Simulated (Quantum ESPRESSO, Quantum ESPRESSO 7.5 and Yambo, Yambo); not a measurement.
**Quasiparticle gap of CdS (Hawleyite) in Yambo**

Wanted: ground state, empty states, screening and self-energy for CdS (Hawleyite).

Main program and level: Quantum ESPRESSO 7.5 and Yambo 5.3.0; PBE and many-body steps on it, plane waves.

**The experiments to reproduce.**

- Gap 2.42 eV: optical gap from inflexion point of photoacoustic spectrum, as-grown film; photoacoustic spectroscopy; film (as-grown chemical bath deposited film, about 0.25 um thick, deposited at 80 C) (“Study of the band--gap shift in CdS films: Influence of thermal annealing in different atmospheres”, 1995, arxiv:cond-mat/9501125).

Report form: the programs' logs are mostly left out.

## (1) The structure

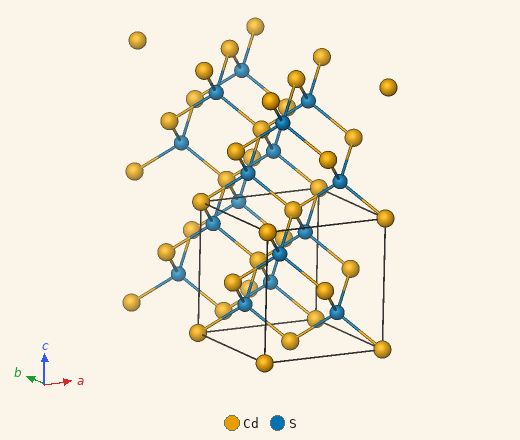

The starting structure, seen slightly off an axis (cadmium orange, sulfur blue). 1×2×2 cells are drawn. This picture shows the conventional cell, with its axes. Bonds to atoms that aren't drawn are left out. Some periodic images of atoms are drawn too.

The cell and positions come from the Crystallography Open Database and are kept as given unless a step says otherwise.

## (2) Ground state

This step: Quantum ESPRESSO 7.5; DFT, PBE, plane waves, norm-conserving pseudopotentials.

The ground-state density comes first.

Contents of pw.in:

```
&control
  calculation = 'scf'
  prefix = 'x'
  outdir = 'o'
  pseudo_dir = 'pseudo'
/
&system
  ibrav = 0
  nat = 2
  ntyp = 2
  ecutwfc = 94.0
  nbnd = 18
  force_symmorphic = .true.
/
&electrons
  conv_thr = 1e-10
  electron_maxstep = 80
  mixing_beta = 0.5
/
ATOMIC_SPECIES
  Cd 112.41 Cd.upf
  S 32.06 S.upf
CELL_PARAMETERS angstrom
  -0.0000000000 2.9165000000 2.9165000000
  2.9165000000 -0.0000000000 2.9165000000
  2.9165000000 2.9165000000 -0.0000000000
ATOMIC_POSITIONS crystal
  Cd 0.0000000000 0.0000000000 0.0000000000
  S 0.2500000000 0.2500000000 0.2500000000
K_POINTS automatic
  6 6 6 0 0 0
```

Run with:

```
$ OMP_NUM_THREADS=1 mpirun -n 8 pw.x -nk 8 -in pw.in > pw.out
```

The job ended after 11 s (8 MPI ranks of Arm Neoverse V1, shared host; peak memory 0.55 GiB).

This step gave:

```yaml
total_energy: -5072.6642 eV
gap: 1.145 eV
k_of_the_valence_top: 0, 0, 0
k_of_the_conduction_bottom: 0, 0, 0
least_direct_gap: 1.145 eV
```

The gap is direct, at Γ.

## (3) Bands along the symmetry lines

The cheap functional maps the bands first; the places of the edges decide which points the dearer methods must see.

Contents of pw.in:

```
&control
  calculation = 'bands'
  prefix = 'x'
  outdir = 'o'
  pseudo_dir = 'pseudo'
/
&system
  ibrav = 0
  nat = 2
  ntyp = 2
  ecutwfc = 94.0
  nbnd = 19
  force_symmorphic = .true.
/
&electrons
  conv_thr = 1e-9
  electron_maxstep = 80
  diago_full_acc = .true.
  diago_thr_init = 5e-6
/
ATOMIC_SPECIES
  Cd 112.41 Cd.upf
  S 32.06 S.upf
CELL_PARAMETERS angstrom
  -0.0000000000 2.9165000000 2.9165000000
  2.9165000000 -0.0000000000 2.9165000000
  2.9165000000 2.9165000000 -0.0000000000
ATOMIC_POSITIONS crystal
  Cd 0.0000000000 0.0000000000 0.0000000000
  S 0.2500000000 0.2500000000 0.2500000000
K_POINTS crystal
  50
  0.00000000 0.00000000 0.00000000 1
  -0.06250000 -0.06250000 0.00000000 1
  -0.12500000 -0.12500000 0.00000000 1
  -0.18750000 -0.18750000 0.00000000 1
  -0.25000000 -0.25000000 0.00000000 1
  -0.31250000 -0.31250000 0.00000000 1
  -0.37500000 -0.37500000 0.00000000 1
  -0.43750000 -0.43750000 0.00000000 1
  -0.50000000 -0.50000000 0.00000000 1
  -0.48437500 -0.48437500 0.03125000 1
  -0.46875000 -0.46875000 0.06250000 1
  -0.45312500 -0.45312500 0.09375000 1
  -0.43750000 -0.43750000 0.12500000 1
  -0.42187500 -0.42187500 0.15625000 1
  -0.40625000 -0.40625000 0.18750000 1
  -0.39062500 -0.39062500 0.21875000 1
  -0.37500000 -0.37500000 0.25000000 1
  -0.37500000 0.00000000 0.37500000 1
  -0.32812500 0.00000000 0.32812500 1
  -0.28125000 0.00000000 0.28125000 1
  -0.23437500 0.00000000 0.23437500 1
  -0.18750000 0.00000000 0.18750000 1
  -0.14062500 0.00000000 0.14062500 1
  -0.09375000 0.00000000 0.09375000 1
  -0.04687500 0.00000000 0.04687500 1
  0.00000000 0.00000000 0.00000000 1
  0.00000000 0.00000000 0.06250000 1
  0.00000000 0.00000000 0.12500000 1
  0.00000000 0.00000000 0.18750000 1
  0.00000000 0.00000000 0.25000000 1
  0.00000000 0.00000000 0.31250000 1
  0.00000000 0.00000000 0.37500000 1
  0.00000000 0.00000000 0.43750000 1
  0.00000000 0.00000000 0.50000000 1
  -0.06250000 -0.03125000 0.46875000 1
  -0.12500000 -0.06250000 0.43750000 1
  -0.18750000 -0.09375000 0.40625000 1
  -0.25000000 -0.12500000 0.37500000 1
  -0.31250000 -0.15625000 0.34375000 1
  -0.37500000 -0.18750000 0.31250000 1
  -0.43750000 -0.21875000 0.28125000 1
  -0.50000000 -0.25000000 0.25000000 1
  -0.50000000 -0.28125000 0.21875000 1
  -0.50000000 -0.31250000 0.18750000 1
  -0.50000000 -0.34375000 0.15625000 1
  -0.50000000 -0.37500000 0.12500000 1
  -0.50000000 -0.40625000 0.09375000 1
  -0.50000000 -0.43750000 0.06250000 1
  -0.50000000 -0.46875000 0.03125000 1
  -0.50000000 -0.50000000 0.00000000 1
```

The job ended after 6 s (8 MPI ranks; peak memory 0.5 GiB).

Numbers from this step:

- gap: 1.145 eV
- k of the valence top: 0, 0, 0
- k of the conduction bottom: 0, 0, 0
- least direct gap: 1.145 eV

The gap is 1.145 eV, as in the run before at this level.

The electronic bands at the labelled points (eV, zero at the top of the highest filled band):

```tsv
point	band 10	band 11	band 12	band 13	band 14	band 15	band 16	band 17
Γ	-7.24	0.00	0.00	0.00	1.14	6.53	6.53	6.53
X	-6.80	-3.95	-1.88	-1.88	3.56	4.35	9.20	10.77
U	-6.67	-3.93	-2.53	-1.52	4.24	5.45	8.48	9.01
jump to K	-6.67	-3.93	-2.53	-1.52	4.24	5.45	8.48	9.01
Γ	-7.24	0.00	0.00	0.00	1.14	6.53	6.53	6.53
L	-6.86	-4.39	-0.75	-0.75	3.01	7.00	7.00	7.46
W	-6.61	-3.89	-2.26	-2.18	5.42	5.43	7.23	8.04
X	-6.80	-3.95	-1.88	-1.88	3.56	4.35	9.20	10.77
```

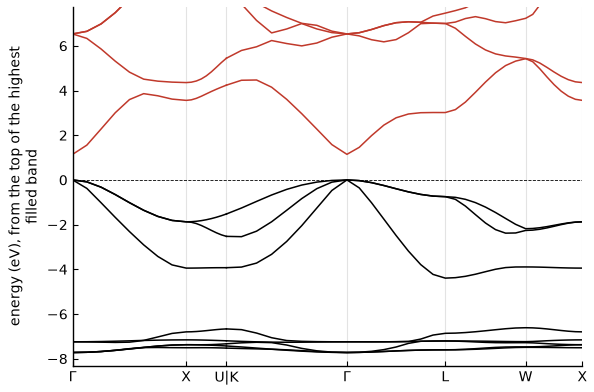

Electronic bands along the path; lines of filled and empty bands in two colours.

## (4) Empty states on the mesh, 4×4×4 mesh, 125 bands

The sums over transitions need many empty states on a uniform mesh; this step solves for them.

Contents of pw.in:

```
&control
  calculation = 'nscf'
  prefix = 'x'
  outdir = 'o'
  pseudo_dir = 'pseudo'
/
&system
  ibrav = 0
  nat = 2
  ntyp = 2
  ecutwfc = 94.0
  nbnd = 125
  force_symmorphic = .true.
/
&electrons
  conv_thr = 1e-9
  electron_maxstep = 80
  diago_full_acc = .true.
  diago_thr_init = 5e-6
/
ATOMIC_SPECIES
  Cd 112.41 Cd.upf
  S 32.06 S.upf
CELL_PARAMETERS angstrom
  -0.0000000000 2.9165000000 2.9165000000
  2.9165000000 -0.0000000000 2.9165000000
  2.9165000000 2.9165000000 -0.0000000000
ATOMIC_POSITIONS crystal
  Cd 0.0000000000 0.0000000000 0.0000000000
  S 0.2500000000 0.2500000000 0.2500000000
K_POINTS automatic
  4 4 4 0 0 0
```

Run with:

```
$ OMP_NUM_THREADS=1 mpirun -n 8 pw.x -nk 4 -in pw.in > pw.out
```

Wall time 9.8 s (8 MPI ranks); peak memory 0.59 GiB.

Numbers from this step:

* gap: 1.145 eV
* k of the valence top: 0, 0, 0
* k of the conduction bottom: 0, 0, 0
* least direct gap: 1.145 eV
* k points computed: 8
* lowest point of the top converged band, above the valence top: 89.8717 eV

On this mesh the gap is 1.145 eV.

## (5) Conversion and set-up

This step: Yambo 5.3.0; conversion and set-up on PBE, plane waves, norm-conserving pseudopotentials.

The states are converted to the many-body program's format and the q mesh is built.

Run with:

```
$ (cd o/x.save; p2y > p2y.log; mv SAVE ../..); yambo > setup.log
```

The job ended after 3 s (1 MPI rank; peak memory 0.25 GiB).

## (6) Screening and self-energy, 4×4×4 mesh, 125 bands, screening to 129.3 eV

Now the one-shot GW correction: screening in the RPA, then the self-energy of the levels asked for.

This step: G0W0 on PBE, plane waves, norm-conserving pseudopotentials.

Contents of gw1.in:

```
HF_and_locXC
gw0
dyson
ppa
em1d
rim_cut
RandQpts= 1000000
RandGvec= 1 RL
EXXRLvcs= 94 Ry
VXCRLvcs= 376 Ry
Chimod= "HARTREE"
% BndsRnXp
 1 | 125 |
%
NGsBlkXp= 9.5 Ry
% LongDrXp
 1 | 1 | 1 |
%
% GbndRnge
 1 | 125 |
%
DysSolver= "n"
ExtendOut
PPAPntXp= 27.21138 eV
% QPkrange
 1 | 8 | 11 | 18 |
%
```

Run with:

```
$ OMP_NUM_THREADS=1 mpirun -n 8 yambo -F gw1.in -J gw1 -C gw1 > gw1.log
```

Run time: 3.3 min. Hardware: 8 MPI ranks; peak memory 4.1 GiB; 26 min of CPU time.

This step gave:

```yaml
g0w0_gap_on_the_mesh: 2.126 eV
starting_gap_on_the_mesh: 1.145 eV
k_of_the_valence_top: 0, 0, 0
k_of_the_conduction_bottom: 0, 0, 0
least_direct_g0w0_gap_on_the_computed_points: 2.126 eV
z_at_the_valence_top: 0.7870
z_at_the_conduction_bottom: 0.8162
```

The gap on the mesh goes from 1.14 eV to 2.13 eV, a correction of +0.98 eV.

Limits: finite bands, cutoff and mesh; no spin-orbit coupling; coarse k mesh. v1 is the top filled band, c1 the lowest empty one. The levels before and after the correction (eV, zero at the valence-band top of each column):

```tsv
	conduction bottom	valence top
Kohn-Sham	1.14	0.00
G0W0	2.13	0.00
```

```tsv
	level	energy (eV)
Kohn-Sham	Γ v3-v1	0.000
Kohn-Sham	Γ c1	1.145
Kohn-Sham	Γ c2-c4	6.531
G0W0	Γ v3-v1	0.000
G0W0	Γ c1	2.126
G0W0	Γ c2-c4	7.744
```

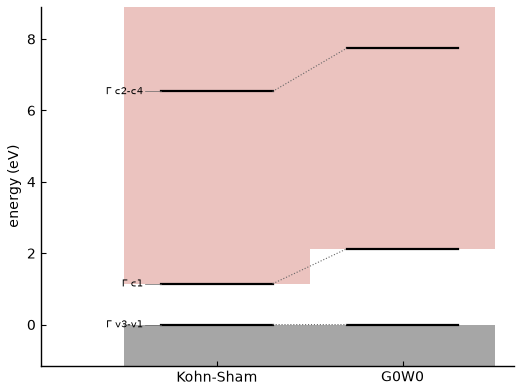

Levels before and after the correction. Shaded: valence and conduction bands.

## (7) Where the time went

Times are wall times on the hardware named with each run, good to a factor of about two.

```tsv
step	time	share	memory (GiB)
ground state	11 s	5 %	0.55
bands along the symmetry lines	6 s	3 %	0.5
empty states on the mesh	9.8 s	4 %	0.59
conversion and set-up	3 s	1 %	0.25
screening and self-energy	3.3 min	87 %	4.1
```

## (8) Results

```yaml
pbe_gap: 1.14 eV, direct
g0w0_gap_on_the_mesh: 2.13 eV
gw_settings: 4×4×4 mesh, 125 bands, screening to 129.3 eV, Godby-Needs plasmon pole
known_limits: not at the basis limit; no spin-orbit coupling; coarse k mesh
```

In words: G0W0 moves the gap on the mesh from 1.14 eV to 2.13 eV (+0.98 eV), with Z of 0.79 and 0.82 at the edges. The dearest step here is «screening and self-energy». Against experiment, by G0W0@PBE: the gap of 2.13 eV lies −0.29 eV from the measured 2.42 eV (optical, 1995). An exciton line or allowed optical edge lies below the quasiparticle gap by the binding energy; a forbidden edge can push the onset above it. The calculation has static nuclei and no excitons; a measured gap holds zero-point and thermal motion, which mostly lowers it. Bands and cutoff are finite, so the gap is not at the basis limit. The miss can reach some tenths of an eV and take either sign; the mesh is an error of its own. The 4×4×4 mesh is coarse for this cell, which bears on the long-range parts of exchange and screening. The many-body steps are scalar-relativistic: spin-orbit coupling is not in them.

[Paths, hosts, dates, memory and timing lines, banners, echoed tables and standing remarks are left out of the program output.]

[Logs are printed without paths, hosts, clocks, repeated set-up lines and the standing remarks that a program may print on its own settings, such as how far it seeks lower states.]

[Runs of the session that timed out or met a known fault of the program may be left out.]

[Hosts, paths, dates, database ids (printed as entryN), source tags and the programs' standing remarks are cut or masked in the printed files.]
